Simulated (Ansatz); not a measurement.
# Geometry relaxation of C₁₃H₄Si₁₂ (part 1 of 5)

- system: C₁₃H₄Si₁₂ (slab, 29 atoms in the cell)
- method: DFT PBE+D3(BJ), scalar-relativistic, plane waves, PAW, no spin polarisation (Ansatz 0.2.0)

The structure derives from an entry of the Crystallography Open Database. The input holds or restrains some coordinates. It belongs to a series of runs on one base structure; here: 1 CH4 a cell, upright, over a bridge C-Si site.

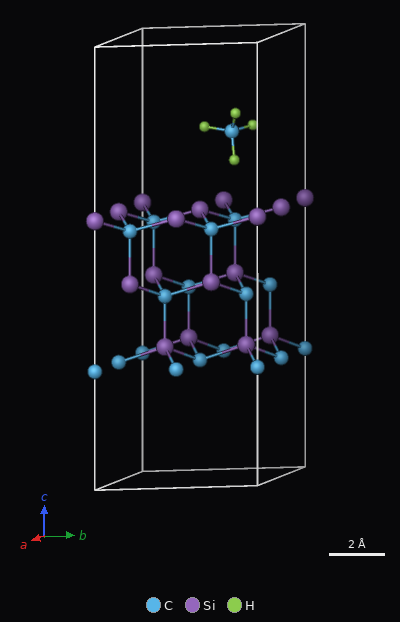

**Figure 1.** The structure as given in the input (ball-and-stick view of the cell of the calculation, with the vacuum cut short, seen slightly off an axis).

Input
```yaml
crystal:
  lattice:
    - [6.1499993378, 0.0, 0.0]
    - [-3.0749996689, 5.3260556598, 0.0]
    - [0.0, 0.0, 25.424235111]
  atoms:
    - { symbol: C, position: [0.5, 0.0, 0.3146604004] }
    - { symbol: C, position: [0.5, 0.5, 0.3146604004] }
    - { symbol: C, position: [0.0, 0.0, 0.3146604004] }
    - { symbol: C, position: [0.0, 0.5, 0.3146604004] }
    - { symbol: Si, position: [0.1666666667, 0.8333333333, 0.3393487215] }
    - { symbol: Si, position: [0.1666666667, 0.3333333333, 0.3393487215] }
    - { symbol: Si, position: [0.6666666667, 0.8333333333, 0.3393487215] }
    - { symbol: Si, position: [0.6666666667, 0.3333333333, 0.3393487215] }
    - { symbol: C, position: [0.6666666667, 0.8333333333, 0.4134136846] }
    - { symbol: C, position: [0.6666666667, 0.3333333333, 0.4134136846] }
    - { symbol: C, position: [0.1666666667, 0.8333333333, 0.4134136846] }
    - { symbol: C, position: [0.1666666667, 0.3333333333, 0.4134136846] }
    - { symbol: Si, position: [0.3333333333, 0.6666666667, 0.4363089778] }
    - { symbol: Si, position: [0.3333333333, 0.1666666667, 0.4363089778] }
    - { symbol: Si, position: [0.8333333333, 0.6666666667, 0.4363089778] }
    - { symbol: Si, position: [0.8333333333, 0.1666666667, 0.4363089778] }
    - { symbol: C, position: [0.8333333333, 0.6666666667, 0.5136910548] }
    - { symbol: C, position: [0.8333333333, 0.1666666667, 0.5136910548] }
    - { symbol: C, position: [0.3333333333, 0.6666666667, 0.5136910548] }
    - { symbol: C, position: [0.3333333333, 0.1666666667, 0.5136910548] }
    - { symbol: Si, position: [0.5, 0.5, 0.5340602852] }
    - { symbol: Si, position: [0.5, 0.0, 0.5340602852] }
    - { symbol: Si, position: [0.0, 0.5, 0.5340602852] }
    - { symbol: Si, position: [0.0, 0.0, 0.5340602852] }
    - { symbol: C, position: [0.8327134892, 0.7932570293, 0.6554130019] }
    - { symbol: H, position: [0.9841629457, 0.860404061, 0.6852978734] }
    - { symbol: H, position: [0.7241852274, 0.8912974596, 0.6608684266] }
    - { symbol: H, position: [0.9166666667, 0.8333333333, 0.6154786638] }
    - { symbol: H, position: [0.7058919546, 0.5880242972, 0.6599991772] }
basis:
  ecutwfc: 420
kpoints:
  mp_grid: { grid: [3, 3, 1] }
hamiltonian:
  xc: pbe
  dispersion: d3bj
scf:
  occupations: { method: gaussian, width: 0.05 }
output:
  forces: true
  eigenvalues: true
  write_density: true
  write_potential: true
  elf: true
  volumetric_format: npy
relax:
  adjacent_minimum: "off"
  f_tol: 0.04
  max_steps: 100
  constraints: [{ sites: [0, 1, 2, 3, 4, 5, 6, 7, 8, 9, 10, 11] }]
efield:
  axis: 3
  dipole_correction: true
  ramp_width: 0.04
```

Hardware: 2 threads of Arm Neoverse V1, 24 GiB of memory available, shared host.

Launched with:
```bash
ansatz run input.yaml --threads 2 --pin off --max-ram 5120MiB --backend cpu --events-out ev --progress --plain --runs-dir out
```

The program's output
```
Engine: ansatz 0.2.0, aarch64-unknown-linux-gnu
Pseudopotentials: kind: paw
Pseudopotential: C, paw, valence charge 4, recommended cutoff 420 eV (normal), C.paw.azcp
Pseudopotential: Si, paw, valence charge 4, recommended cutoff 420 eV (normal), Si.paw.azcp
Pseudopotential: H, paw, valence charge 1, recommended cutoff 420 eV (normal), H.paw.azcp
Functional definition: PBE
  parameter kappa = 0.804
  parameter beta = 0.06672455060314922
  exchange = pbe_x(kappa = kappa, mu = beta*pi^2/3)
  correlation = pbe_c(beta = beta)
Crystal: 29 atoms, lattice volume = 832.777 Å³
Basis set: ecut = 420 eV, 16315 PW (Γ), exchange–correlation on 90×90×360 points (8 copies of the dense FFT grid, shifted against one another)
Bands: 81, of which v1, the nominal top of the filled ones, is band 52 counted from 1 (51 counted from 0)
Symmetry: 1 space group operations
Space group: P1 (ITA 1), of the structure as read, at distance tolerance 9.4e-5 Å
k-points: 5 of 9 (time reversal used)
Non-local potential: C, projectors of the file, l = 0: 2, l = 1: 2, l = 2: 1
Non-local potential: Si, projectors of the file, l = 0: 2, l = 1: 2, l = 2: 2
Non-local potential: H, projectors of the file, l = 0: 2, l = 1: 1
PAW form: soft (Blöchl's): semilocal exchange-correlation on the pseudo side does not see the compensation charge
PAW one-centre angular grid: C, 110 points (default); XC on 64 Gauss nodes
PAW one-centre angular grid: Si, 110 points (default); XC on 64 Gauss nodes
PAW one-centre angular grid: H, 110 points (default); XC on 64 Gauss nodes
Initial density: superposition of atomic densities (neutral atoms: chi_scale 0, normalization atom), corrected by the library's trained network
Initial wavefunctions: pseudopotential atomic-orbital guess
Functional: x = pbe(κ = 0.804, μ = 0.2195149727645171), c = pbe(β = 0.06672455060314922)
SCF iter   1: F=—  HF=-10951.475346 eV  |F-HF|=—  |Δ(HF+E_count)|=         —  Δρ=8.21e-3  dr2=8.75e0  ethr=1.77e-3  p=0.599 e·Å  D=1.30e-1 V/Å  ΔV_dip=-3.31 eV  dr2_dipole=3.33e0  V_vac-E_F(+/−)=4.09/7.40 eV  ⟨swp⟩=8.0  Hψ=2339  notcnv=0  defer=71
efield: sawtooth ramp at fractional position 0.9800 (placed from the atoms, in the widest stretch of the axis that holds none; the zero of the levels goes with the place), width 0.0400; the density the first Hamiltonian is built on has a dipole p = 0.599 e·Å; the dipole correction subtracts the counter field D = 1.30e-1 V/Å, which shifts the + side's vacuum level by -3.31 eV against the − side's; the planar-averaged density in the ramp window peaks in size at 4.7e-5 e/Å³
preconditioner: auto → LDOS  [insulator: Δε(μ)=0.130 eV  Ē_g=10.954 eV  σ=0.050 eV  W_gap=0.77  n_scr=92 (ndim 8)  ℏωp=13.1 eV  f_vac=0.579  D(μ)=9.54/eV (n_scr^D=52)  ε∞_Penn≈2.4  β→1.0]
SCF iter   2: F=—  HF=-10952.594434 eV  |F-HF|=—  |Δ(HF+E_count)|=    1.12e0  Δρ=2.17e-2  dr2=7.01e1  ethr=1.77e-3  p=0.428 e·Å  D=9.30e-2 V/Å  ΔV_dip=-2.36 eV  dr2_dipole=2.69e1  V_vac-E_F(+/−)=4.33/6.70 eV  ⟨swp⟩=2.2  Hψ=509  notcnv=0  defer=108  recentre
preconditioner: auto → Resta (q_TF=auto, 1.929 Å⁻¹)  ε∞=2.4  [insulator: Δε(μ)=0.213 eV  Ē_g=11.129 eV  σ=0.050 eV  W_gap=1.00  n_scr=92 (ndim 8)  ℏωp=13.1 eV  f_vac=0.579  D(μ)=0.08/eV (n_scr^D=0)  ε∞_Penn≈2.4  vacuum switching on, ρ_ref=9.0e-3 e/Å³  β→0.5]
SCF iter   3: F=—  HF=-10951.401238 eV  |F-HF|=—  |Δ(HF+E_count)|=    1.19e0  Δρ=6.30e-3  dr2=5.42e0  ethr=1.77e-3  p=0.594 e·Å  D=1.29e-1 V/Å  ΔV_dip=-3.28 eV  dr2_dipole=2.10e0  V_vac-E_F(+/−)=3.88/7.15 eV  ⟨swp⟩=2.2  Hψ=436  notcnv=0  defer=108
SCF iter   4: F=—  HF=-10951.333239 eV  |F-HF|=—  |Δ(HF+E_count)|=   6.80e-2  Δρ=2.69e-3  dr2=3.47e-1  ethr=1.77e-3  p=0.549 e·Å  D=1.19e-1 V/Å  ΔV_dip=-3.03 eV  dr2_dipole=1.05e-1  V_vac-E_F(+/−)=3.90/6.93 eV  ⟨swp⟩=1.0  Hψ=470  notcnv=0  defer=88
SCF iter   5: F=—  HF=-10951.326952 eV  |F-HF|=—  |Δ(HF+E_count)|=   6.29e-3  Δρ=1.50e-3  dr2=8.72e-2  ethr=3.34e-4  p=0.552 e·Å  D=1.20e-1 V/Å  ΔV_dip=-3.05 eV  dr2_dipole=2.58e-2  V_vac-E_F(+/−)=3.75/6.80 eV  ⟨swp⟩=1.0  Hψ=297  notcnv=0  defer=108
SCF iter   6: F=—  HF=-10951.328451 eV  |F-HF|=—  |Δ(HF+E_count)|=   1.50e-3  Δρ=1.00e-3  dr2=1.45e-1  ethr=8.38e-5  p=0.559 e·Å  D=1.22e-1 V/Å  ΔV_dip=-3.09 eV  dr2_dipole=5.57e-2  V_vac-E_F(+/−)=3.66/6.75 eV  ⟨swp⟩=1.2  Hψ=298  notcnv=0  defer=108
SCF iter   7: F=—  HF=-10951.325850 eV  |F-HF|=—  |Δ(HF+E_count)|=   2.60e-3  Δρ=5.35e-4  dr2=3.42e-3  ethr=8.38e-5  p=0.553 e·Å  D=1.20e-1 V/Å  ΔV_dip=-3.05 eV  dr2_dipole=3.84e-4  V_vac-E_F(+/−)=3.71/6.76 eV  ⟨swp⟩=1.0  Hψ=400  notcnv=0  defer=108
SCF iter   8: F=—  HF=-10951.326235 eV  |F-HF|=—  |Δ(HF+E_count)|=   3.85e-4  Δρ=2.24e-4  dr2=7.58e-4  ethr=3.29e-6  p=0.551 e·Å  D=1.20e-1 V/Å  ΔV_dip=-3.05 eV  dr2_dipole=8.71e-7  V_vac-E_F(+/−)=3.69/6.74 eV  ⟨swp⟩=2.4  Hψ=540  notcnv=0  defer=108
SCF iter   9: F=—  HF=-10951.326309 eV  |F-HF|=—  |Δ(HF+E_count)|=   7.47e-5  Δρ=2.59e-4  dr2=1.16e-3  ethr=7.29e-7  p=0.551 e·Å  D=1.20e-1 V/Å  ΔV_dip=-3.04 eV  dr2_dipole=3.97e-5  V_vac-E_F(+/−)=3.68/6.73 eV  ⟨swp⟩=2.0  Hψ=458  notcnv=0  defer=108
SCF iter  10: F=—  HF=-10951.326330 eV  |F-HF|=—  |Δ(HF+E_count)|=   2.05e-5  Δρ=1.02e-4  dr2=2.90e-4  ethr=7.29e-7  p=0.551 e·Å  D=1.20e-1 V/Å  ΔV_dip=-3.04 eV  dr2_dipole=4.73e-6  V_vac-E_F(+/−)=3.68/6.72 eV  ⟨swp⟩=2.0  Hψ=325  notcnv=0  defer=108
SCF iter  11: F=—  HF=-10951.326379 eV  |F-HF|=—  |Δ(HF+E_count)|=   4.96e-5  Δρ=8.58e-5  dr2=3.41e-4  ethr=2.78e-7  p=0.550 e·Å  D=1.20e-1 V/Å  ΔV_dip=-3.04 eV  dr2_dipole=1.00e-4  V_vac-E_F(+/−)=3.69/6.73 eV  ⟨swp⟩=2.0  Hψ=467  notcnv=0  defer=108
SCF iter  12: F=—  HF=-10951.326386 eV  |F-HF|=—  |Δ(HF+E_count)|=   6.43e-6  Δρ=8.51e-5  dr2=1.71e-4  ethr=2.78e-7  p=0.550 e·Å  D=1.19e-1 V/Å  ΔV_dip=-3.04 eV  dr2_dipole=9.58e-6  V_vac-E_F(+/−)=3.69/6.73 eV  ⟨swp⟩=1.0  Hψ=292  notcnv=0  defer=108
SCF iter  13: F=-10951.326366 eV  HF=-10951.326374 eV  |F-HF|=7.17e-6  |Δ(HF+E_count)|=   1.22e-5  Δρ=2.99e-5  dr2=1.51e-5  ethr=3.85e-8  p=0.550 e·Å  D=1.19e-1 V/Å  ΔV_dip=-3.04 eV  dr2_dipole=1.04e-6  V_vac-E_F(+/−)=3.69/6.73 eV  ⟨swp⟩=40.4  Hψ=5697  notcnv=0
SCF 1 converged in 13 iterations: F = -10951.326366 eV  dr2 = 1.51e-5
  greatest PAW one-centre occupation: 0.667 electrons in one spin orbital (limit 2), on the C atom at site 3 (counted from 0), in its partial waves of l = 0
relax step   1: F+E_penalty+E_count = -10951.32636645 eV  Δ(F+E_penalty+E_count) = +0.000e0 eV  max|allowed force component| = 6.940e-1 eV/Å  Δτ_max = 0.0000 Å  (13 SCF iters, dr2 threshold 4.00e-5 eV, accepted)
Initial density: handed on by an earlier stage of this run
Initial wavefunctions: those handed on with the density
iter 1 solved again at ethr=4.50e-4 eV; its pass at ethr=3.10e-3 eV (dr2=4.68e-1 eV) is discarded
SCF iter   1: F=—  HF=-10951.482450 eV  |F-HF|=—  |Δ(HF+E_count)|=         —  Δρ=9.41e-3  dr2=4.74e-1  ethr=4.50e-4  p=0.550 e·Å  D=1.19e-1 V/Å  ΔV_dip=-3.04 eV  dr2_dipole=3.74e-3  V_vac-E_F(+/−)=3.69/6.73 eV  ⟨swp⟩=1.6  Hψ=1613  notcnv=0  defer=111
efield: sawtooth ramp at fractional position 0.9800 (handed on by an earlier solve), width 0.0400; the density the first Hamiltonian is built on has a dipole p = 0.550 e·Å; the dipole correction subtracts the counter field D = 1.19e-1 V/Å, which shifts the + side's vacuum level by -3.04 eV against the − side's; the planar-averaged density in the ramp window peaks in size at 2.8e-7 e/Å³
preconditioner: auto → LDOS  [insulator: Δε(μ)=0.095 eV  Ē_g=10.922 eV  σ=0.050 eV  W_gap=0.69  n_scr=92 (ndim 8)  ℏωp=13.1 eV  f_vac=0.577  D(μ)=10.65/eV (n_scr^D=54)  ε∞_Penn≈2.4  β→1.0]
SCF iter   2: F=—  HF=-10951.498214 eV  |F-HF|=—  |Δ(HF+E_count)|=   1.58e-2  Δρ=5.00e-3  dr2=1.55e0  ethr=4.50e-4  p=0.459 e·Å  D=9.98e-2 V/Å  ΔV_dip=-2.54 eV  dr2_dipole=3.71e-1  V_vac-E_F(+/−)=4.20/6.73 eV  ⟨swp⟩=3.0  Hψ=725  notcnv=0  defer=111  recentre
SCF iter   3: F=—  HF=-10951.402087 eV  |F-HF|=—  |Δ(HF+E_count)|=   9.61e-2  Δρ=3.63e-3  dr2=1.32e0  ethr=4.50e-4  p=0.499 e·Å  D=1.09e-1 V/Å  ΔV_dip=-2.76 eV  dr2_dipole=5.19e-1  V_vac-E_F(+/−)=3.96/6.72 eV  ⟨swp⟩=2.2  Hψ=737  notcnv=0  defer=111
SCF iter   4: F=—  HF=-10951.385563 eV  |F-HF|=—  |Δ(HF+E_count)|=   1.65e-2  Δρ=1.24e-3  dr2=1.08e-1  ethr=4.50e-4  p=0.534 e·Å  D=1.16e-1 V/Å  ΔV_dip=-2.95 eV  dr2_dipole=3.79e-2  V_vac-E_F(+/−)=3.78/6.73 eV  ⟨swp⟩=1.0  Hψ=292  notcnv=0  defer=111
SCF iter   5: F=—  HF=-10951.382923 eV  |F-HF|=—  |Δ(HF+E_count)|=   2.64e-3  Δρ=3.29e-4  dr2=2.83e-3  ethr=1.04e-4  p=0.533 e·Å  D=1.16e-1 V/Å  ΔV_dip=-2.94 eV  dr2_dipole=7.60e-4  V_vac-E_F(+/−)=3.78/6.73 eV  ⟨swp⟩=1.0  Hψ=292  notcnv=0  defer=113
SCF iter   6: F=—  HF=-10951.382852 eV  |F-HF|=—  |Δ(HF+E_count)|=   7.14e-5  Δρ=6.22e-5  dr2=6.52e-5  ethr=2.72e-6  p=0.533 e·Å  D=1.16e-1 V/Å  ΔV_dip=-2.94 eV  dr2_dipole=1.14e-5  V_vac-E_F(+/−)=3.78/6.73 eV  ⟨swp⟩=2.0  Hψ=519  notcnv=0  defer=113
SCF iter   7: F=—  HF=-10951.382852 eV  |F-HF|=—  |Δ(HF+E_count)|=   5.90e-7  Δρ=3.31e-5  dr2=3.43e-5  ethr=2.89e-8  p=0.532 e·Å  D=1.16e-1 V/Å  ΔV_dip=-2.94 eV  dr2_dipole=8.93e-6  V_vac-E_F(+/−)=3.79/6.73 eV  ⟨swp⟩=30.0  Hψ=5252  notcnv=0
SCF iter   8: F=-10951.382844 eV  HF=-10951.382854 eV  |F-HF|=1.03e-5  |Δ(HF+E_count)|=   1.92e-6  Δρ=1.90e-5  dr2=1.16e-5  ethr=2.89e-8  p=0.532 e·Å  D=1.16e-1 V/Å  ΔV_dip=-2.94 eV  dr2_dipole=3.18e-6  V_vac-E_F(+/−)=3.79/6.73 eV  ⟨swp⟩=21.4  Hψ=3682  notcnv=0
SCF 2 converged in 8 iterations: F = -10951.382844 eV  dr2 = 1.16e-5
relax step   2: F+E_penalty+E_count = -10951.38284390 eV  Δ(F+E_penalty+E_count) = -5.648e-2 eV  max|allowed force component| = 2.905e-1 eV/Å  Δτ_max = 0.1945 Å  (8 SCF iters, dr2 threshold 3.01e-5 eV, accepted)
[... from here on the SCF iterations and repeated set-up lines of each step are left out, up to the last step ...]
SCF 3 converged in 8 iterations: F = -10951.399416 eV  dr2 = 4.14e-6
relax step   3: F+E_penalty+E_count = -10951.39941617 eV  Δ(F+E_penalty+E_count) = -1.657e-2 eV  max|allowed force component| = 2.258e-1 eV/Å  Δτ_max = 0.1071 Å  (8 SCF iters, dr2 threshold 5.27e-6 eV, accepted)
SCF 4 converged in 10 iterations: F = -10951.427743 eV  dr2 = 8.70e-7
relax step   4: F+E_penalty+E_count = -10951.42774289 eV  Δ(F+E_penalty+E_count) = -2.833e-2 eV  max|allowed force component| = 4.390e-1 eV/Å  Δτ_max = 0.1725 Å  (10 SCF iters, dr2 threshold 8.93e-6 eV, accepted)
SCF 5 converged in 8 iterations: F = -10951.429005 eV  dr2 = 4.17e-5
relax step   5: F+E_penalty+E_count = -10951.42900473 eV  Δ(F+E_penalty+E_count) = -1.262e-3 eV  max|allowed force component| = 6.260e-1 eV/Å  Δτ_max = 0.1973 Å  (8 SCF iters, dr2 threshold 1.00e-4 eV, accepted)
SCF 6 converged in 7 iterations: F = -10951.460381 eV  dr2 = 3.41e-5
relax step   6: F+E_penalty+E_count = -10951.46038114 eV  Δ(F+E_penalty+E_count) = -3.138e-2 eV  max|allowed force component| = 2.753e-1 eV/Å  Δτ_max = 0.1438 Å  (7 SCF iters, dr2 threshold 1.00e-4 eV, accepted)
SCF 7 converged in 9 iterations: F = -10951.501776 eV  dr2 = 5.19e-6
relax step   7: F+E_penalty+E_count = -10951.50177573 eV  Δ(F+E_penalty+E_count) = -4.139e-2 eV  max|allowed force component| = 1.198e-1 eV/Å  Δτ_max = 0.2000 Å  (9 SCF iters, dr2 threshold 1.47e-5 eV, accepted)
SCF 8 converged in 9 iterations: F = -10951.505118 eV  dr2 = 1.23e-6
relax step   8: F+E_penalty+E_count = -10951.50511770 eV  Δ(F+E_penalty+E_count) = -3.342e-3 eV  max|allowed force component| = 2.819e-1 eV/Å  Δτ_max = 0.1926 Å  (9 SCF iters, dr2 threshold 2.72e-6 eV, accepted)
SCF 9 converged in 7 iterations: F = -10951.532282 eV  dr2 = 3.55e-6
relax step   9: F+E_penalty+E_count = -10951.53228177 eV  Δ(F+E_penalty+E_count) = -2.716e-2 eV  max|allowed force component| = 1.254e-1 eV/Å  Δτ_max = 0.2000 Å  (7 SCF iters, dr2 threshold 1.51e-5 eV, accepted)
SCF 10 converged in 8 iterations: F = -10951.543916 eV  dr2 = 2.53e-7
relax step  10: F+E_penalty+E_count = -10951.54391580 eV  Δ(F+E_penalty+E_count) = -1.163e-2 eV  max|allowed force component| = 1.300e-1 eV/Å  Δτ_max = 0.1857 Å  (8 SCF iters, dr2 threshold 3.11e-6 eV, accepted)
SCF 11 converged in 8 iterations: F = -10951.541731 eV  dr2 = 9.47e-7
relax step  11: F+E_penalty+E_count = -10951.54173114 eV  Δ(F+E_penalty+E_count) = +2.185e-3 eV  max|allowed force component| = 6.421e-1 eV/Å  Δτ_max = 0.1951 Å  (8 SCF iters, dr2 threshold 3.34e-6 eV, rejected (line search))
SCF 12 converged in 12 iterations: F = -10951.549148 eV  dr2 = 4.24e-9
relax step  12: F+E_penalty+E_count = -10951.54914809 eV  Δ(F+E_penalty+E_count) = -5.232e-3 eV  max|allowed force component| = 5.478e-2 eV/Å  Δτ_max = 0.0948 Å  (12 SCF iters, accepted)
SCF 13 converged in 9 iterations: F = -10951.553579 eV  dr2 = 2.58e-8
relax step  13: F+E_penalty+E_count = -10951.55357861 eV  Δ(F+E_penalty+E_count) = -4.431e-3 eV  max|allowed force component| = 8.695e-2 eV/Å  Δτ_max = 0.0994 Å  (9 SCF iters, accepted)
SCF 14 converged in 11 iterations: F = -10951.558505 eV  dr2 = 7.70e-9
relax step  14: F+E_penalty+E_count = -10951.55850492 eV  Δ(F+E_penalty+E_count) = -4.926e-3 eV  max|allowed force component| = 1.797e-1 eV/Å  Δτ_max = 0.1482 Å  (11 SCF iters, accepted)
SCF 15 converged in 7 iterations: F = -10951.562948 eV  dr2 = 6.81e-6
relax step  15: F+E_penalty+E_count = -10951.56294793 eV  Δ(F+E_penalty+E_count) = -4.443e-3 eV  max|allowed force component| = 1.997e-1 eV/Å  Δτ_max = 0.1707 Å  (7 SCF iters, dr2 threshold 3.23e-5 eV, accepted)
SCF 16 converged in 7 iterations: F = -10951.569105 eV  dr2 = 7.32e-6
relax step  16: F+E_penalty+E_count = -10951.56910470 eV  Δ(F+E_penalty+E_count) = -6.157e-3 eV  max|allowed force component| = 1.185e-1 eV/Å  Δτ_max = 0.1952 Å  (7 SCF iters, dr2 threshold 3.99e-5 eV, accepted)
SCF 17 converged in 9 iterations: F = -10951.573469 eV  dr2 = 1.70e-6
relax step  17: F+E_penalty+E_count = -10951.57346890 eV  Δ(F+E_penalty+E_count) = -4.364e-3 eV  max|allowed force component| = 1.727e-2 eV/Å  Δτ_max = 0.1931 Å  (9 SCF iters, dr2 threshold 4.94e-6 eV, accepted)
SCF 18 converged in 5 iterations: F = -10951.573471 eV  dr2 = 7.77e-8
relax step  18: F+E_penalty+E_count = -10951.57347092 eV  Δ(F+E_penalty+E_count) = -2.018e-6 eV  max|allowed force component| = 1.764e-2 eV/Å  Δτ_max = 0.0000 Å  (5 SCF iters, accepted)
SCF 19 converged in 11 iterations: F = -10951.574472 eV  dr2 = 3.47e-8
relax step  19: F+E_penalty+E_count = -10951.57447188 eV  Δ(F+E_penalty+E_count) = -1.001e-3 eV  max|allowed force component| = 8.340e-2 eV/Å  Δτ_max = 0.1668 Å  (11 SCF iters, accepted)
SCF 20 converged in 7 iterations: F = -10951.575107 eV  dr2 = 1.99e-7
relax step  20: F+E_penalty+E_count = -10951.57510671 eV  Δ(F+E_penalty+E_count) = -6.348e-4 eV  max|allowed force component| = 1.954e-2 eV/Å  Δτ_max = 0.0459 Å  (7 SCF iters, dr2 threshold 6.95e-6 eV, accepted)
iter 1 solved again at ethr=1.67e-10 eV; its pass at ethr=3.10e-3 eV (dr2=1.74e-7 eV) is discarded
SCF iter   1: F=—  HF=-10951.575113 eV  |F-HF|=—  |Δ(HF+E_count)|=         —  Δρ=3.39e-6  dr2=1.78e-7  ethr=1.67e-10  p=0.513 e·Å  D=1.11e-1 V/Å  ΔV_dip=-2.83 eV  dr2_dipole=1.21e-8  V_vac-E_F(+/−)=3.87/6.71 eV  ⟨swp⟩=1.0  Hψ=980  notcnv=0
efield: sawtooth ramp at fractional position 0.9800 (handed on by an earlier solve), width 0.0400; the density the first Hamiltonian is built on has a dipole p = 0.513 e·Å; the dipole correction subtracts the counter field D = 1.11e-1 V/Å, which shifts the + side's vacuum level by -2.83 eV against the − side's; the planar-averaged density in the ramp window peaks in size at 9.3e-7 e/Å³
preconditioner: auto → LDOS  [insulator: Δε(μ)=0.073 eV  Ē_g=10.995 eV  σ=0.050 eV  W_gap=0.57  n_scr=92 (ndim 8)  ℏωp=13.1 eV  f_vac=0.583  D(μ)=10.57/eV (n_scr^D=54)  ε∞_Penn≈2.4  β→1.0]
SCF iter   2: F=—  HF=-10951.575107 eV  |F-HF|=—  |Δ(HF+E_count)|=   6.24e-6  Δρ=3.40e-6  dr2=2.48e-7  ethr=1.67e-10  p=0.513 e·Å  D=1.11e-1 V/Å  ΔV_dip=-2.83 eV  dr2_dipole=5.40e-8  V_vac-E_F(+/−)=3.87/6.71 eV  ⟨swp⟩=3.6  Hψ=718  notcnv=0
SCF iter   3: F=—  HF=-10951.575107 eV  |F-HF|=—  |Δ(HF+E_count)|=   3.55e-9  Δρ=2.08e-6  dr2=3.32e-7  ethr=1.67e-10  p=0.513 e·Å  D=1.11e-1 V/Å  ΔV_dip=-2.83 eV  dr2_dipole=1.14e-7  V_vac-E_F(+/−)=3.87/6.71 eV  ⟨swp⟩=2.0  Hψ=507  notcnv=0
SCF iter   4: F=—  HF=-10951.575107 eV  |F-HF|=—  |Δ(HF+E_count)|=   2.28e-8  Δρ=1.64e-6  dr2=1.93e-7  ethr=1.67e-10  p=0.513 e·Å  D=1.11e-1 V/Å  ΔV_dip=-2.83 eV  dr2_dipole=7.53e-8  V_vac-E_F(+/−)=3.87/6.71 eV  ⟨swp⟩=1.2  Hψ=301  notcnv=0
SCF iter   5: F=—  HF=-10951.575107 eV  |F-HF|=—  |Δ(HF+E_count)|=   1.72e-8  Δρ=1.22e-6  dr2=1.13e-7  ethr=1.67e-10  p=0.513 e·Å  D=1.11e-1 V/Å  ΔV_dip=-2.83 eV  dr2_dipole=4.22e-8  V_vac-E_F(+/−)=3.87/6.71 eV  ⟨swp⟩=1.0  Hψ=300  notcnv=0
SCF iter   6: F=-10951.575107 eV  HF=-10951.575107 eV  |F-HF|=1.83e-8  |Δ(HF+E_count)|=   1.11e-8  Δρ=5.75e-7  dr2=1.76e-8  ethr=9.62e-11  p=0.513 e·Å  D=1.11e-1 V/Å  ΔV_dip=-2.83 eV  dr2_dipole=6.62e-9  V_vac-E_F(+/−)=3.87/6.71 eV  ⟨swp⟩=14.8  Hψ=3077  notcnv=0
SCF 21 converged in 6 iterations: F = -10951.575107 eV  dr2 = 1.76e-8
relax step  21: F+E_penalty+E_count = -10951.57510686 eV  Δ(F+E_penalty+E_count) = -1.450e-7 eV  max|allowed force component| = 1.962e-2 eV/Å  Δτ_max = 0.0000 Å  (6 SCF iters, accepted)
```
